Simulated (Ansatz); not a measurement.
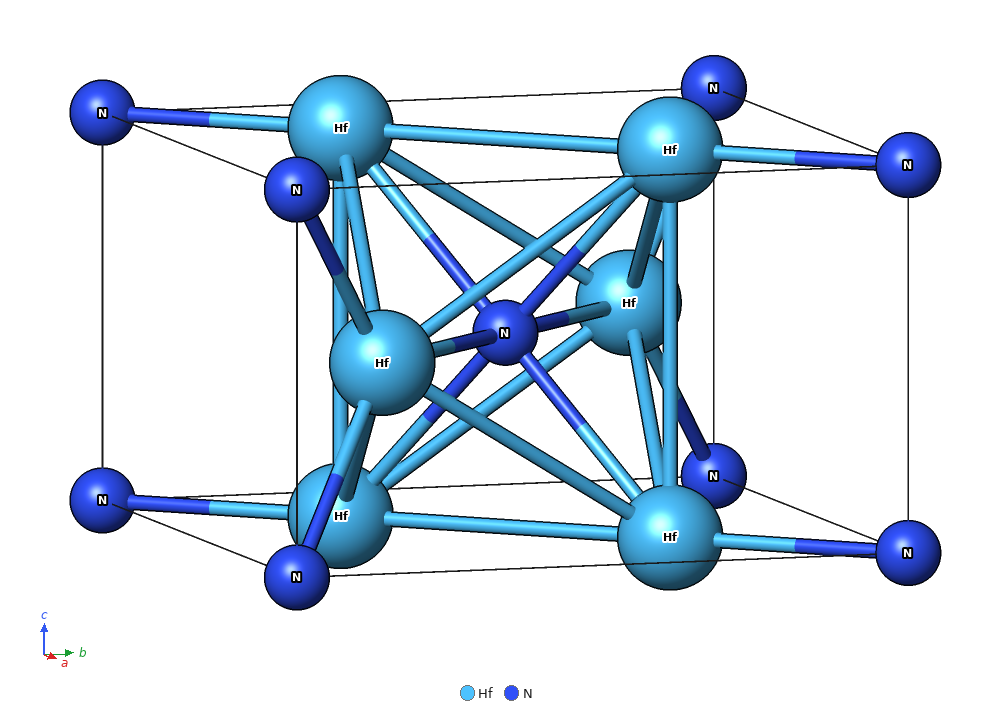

Figure: ball-and-stick view slightly off an axis. One conventional unit cell is framed, with atoms on its boundary repeated. Cell: a = 5.30 Å, b = 5.30 Å, c = 3.23 Å, α = 90.00°, β = 90.00°, γ = 90.00°.

It goes back to a structure listed in the Materials Project. Earlier steps of the study may have refined or changed the cell and positions. It was run through Ansatz as a DFT input.

Notes on the structure:

The structure is one of Hf$_{2}$N. Its lattice is primitive tetragonal, its space group P4_2/mnm (No. 136). Cell content 4 Hf, 2 N; Z = 2. The coordination, counted out to bonding distance, is Hf 14 and N 6. Not all metal-metal contacts are counted.

Method: DFT PBEsol, scalar-relativistic, plane waves, PAW in Ansatz; wavefunction cutoff 420 eV, an 8×8×12 grid in reciprocal space, Gaussian smearing of 0.1 eV, no spin polarisation.

What does the calculation say: metal or gapped?

A metal: bands cross the Fermi level.

Predict the Bader charges.

Hf +0.97 e; N -1.93 e.

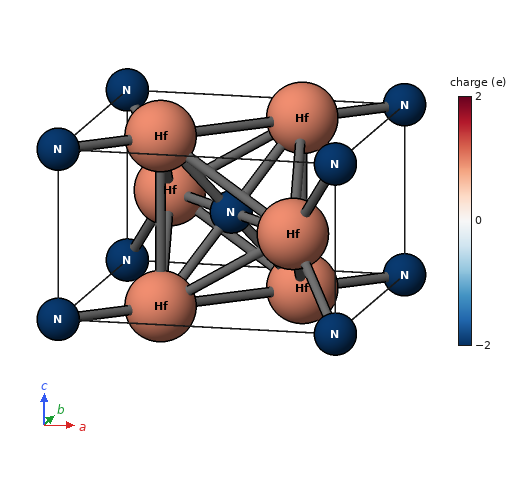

The atoms coloured by those charges. The run's cell of 6 atoms is drawn.

Does the calculation find this structure at rest?

Yes. All forces vanish to within 0.01 eV/Å. The pressure is 0.0 GPa, close to zero.
